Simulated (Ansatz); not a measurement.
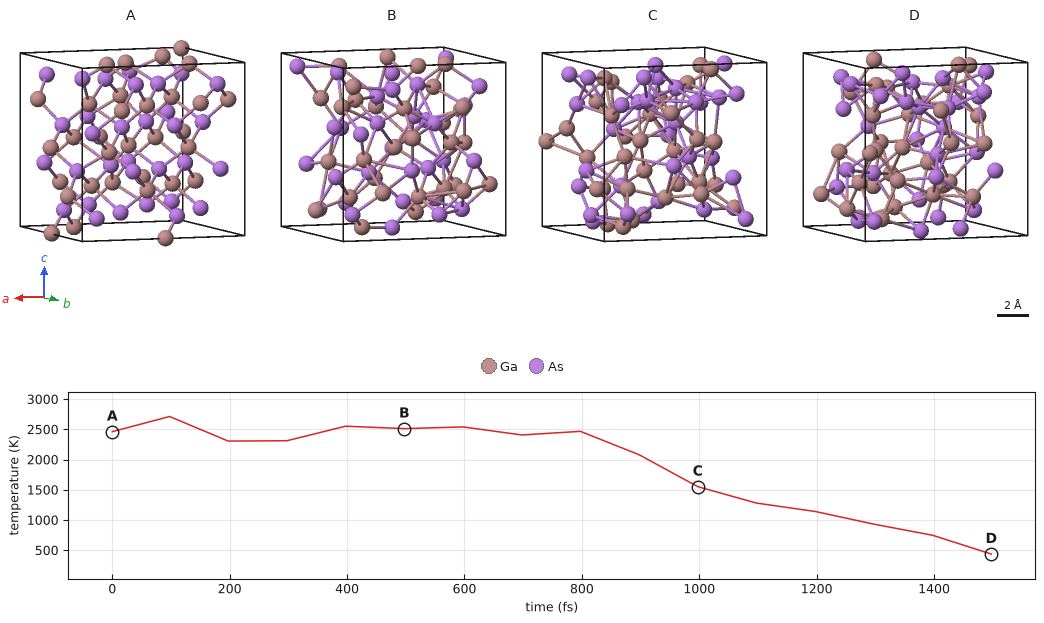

A Born-Oppenheimer molecular dynamics run of an amorphous cell of composition Ga₃₂As₃₂ (64 atoms in the cell), 1.50 ps long. Frames (A at 0 fs, B at 498 fs, C at 998 fs, D at 1.50 ps) and the history of the run. The picture is a ball-and-stick view of the simulation cell, seen from a free direction. Atoms that leave the cell re-enter on the other side. Bonds to atoms that aren't drawn are left out.

Computed with DFT, PBEsol, PAW, plane waves in Ansatz 0.2.0. Settings: plane-wave cutoff 420 eV; k-point mesh 1 × 1 × 1; Fermi-Dirac smearing 0.01 eV; Langevin thermostat (NVT); set temperature 2500 K, then 2500 K at the end of 240 steps, then to 300 K over 360 steps; time step 2.5 fs.

> Describe the run.

Under the programmed temperature the kinetic temperature goes from 2586 K (first eighth) to 591 K (last eighth), with a peak of 2712 K. That is well off the final set point of 300 K. The potential energy in the second half lies on average 118 meV per atom above the first frame. Root-mean-square distances from the starting positions over the second half, with the common drift of all atoms taken out: Ga 1.63 Å, As 1.45 Å. That is a large part of the typical shortest distance between atoms in the first frame, about 2.3 Å and still growing: the atoms leave their places as in a liquid.

Limits of the set-up: the program's low-accuracy preset was used.
